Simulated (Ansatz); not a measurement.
CdO2

```
Cd O
1.0
     4.78731    0.00000    0.00000
     0.00000    4.81070    0.00000
     0.00000    0.00000    3.35186
Cd O
2 4
Direct
  0.50000 0.50000 0.50000
  0.00000 0.00000 0.00000
  0.81451 0.18463 0.50000
  0.18549 0.81537 0.50000
  0.31451 0.31537 0.00000
  0.68549 0.68463 0.00000
```

Space group Pnnm; a structure from a database of computed crystals, not necessarily the ambient phase; started from the MgF2-58 prototype, which need not be the ambient phase.

Level of theory: Ansatz, DFT, r2SCAN+rVV10, plane waves, PAW.

The density is the valence pseudo-density of a PAW calculation; it isn't the true density close to the nuclei.

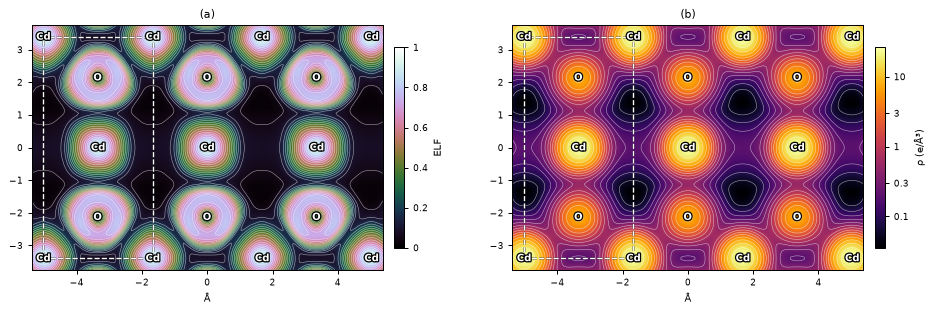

Figure 1. (a) ELF; (b) valence pseudo-density on the (11̄0) plane of the conventional cell.

Describe what can be read from this map.

The plane passes through Cd and O nuclei.
Cd–O (2.09 Å): ρ is about 0.64 e/Å³ halfway; the ELF peaks at about 0.80 in the valence shell of O, 0.6 Å from its nucleus, and drops to about 0.15 between the two atoms: no shared electron pair shows on this line.
Cd–O (2.14 Å): the density is about 0.56 e/Å³ at the midpoint; the ELF peaks at about 0.80 in the valence shell of O, 0.6 Å from its nucleus, and drops to about 0.15 between the two atoms: no shared electron pair shows on this line.
Between the atoms the lowest density in this plane is 0.04 e/Å³.
The features right at Cd lie inside the PAW spheres, where the map follows smoothed inner orbitals and isn't to be read closely.

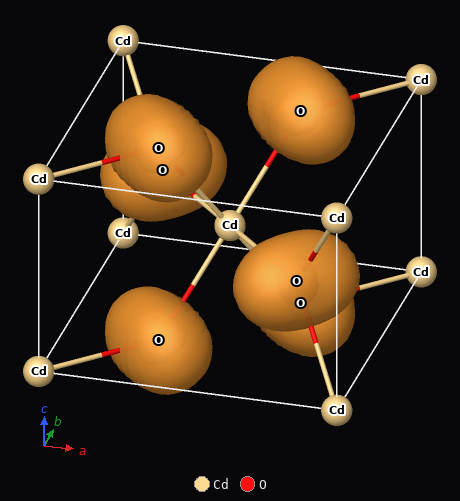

Figure 2. Isosurface of the ELF at 0.7 (orange), seen at an oblique angle. Only the valence region is drawn (cores and ρ < 0.01 e/Å³ removed). Sticks mark near contacts.

What do the ELF domains correspond to?

At this value the surface marks out four regions wrapped around O (the valence shell of each), counted in one cell of 6 atoms. Regions shared between cells count once.
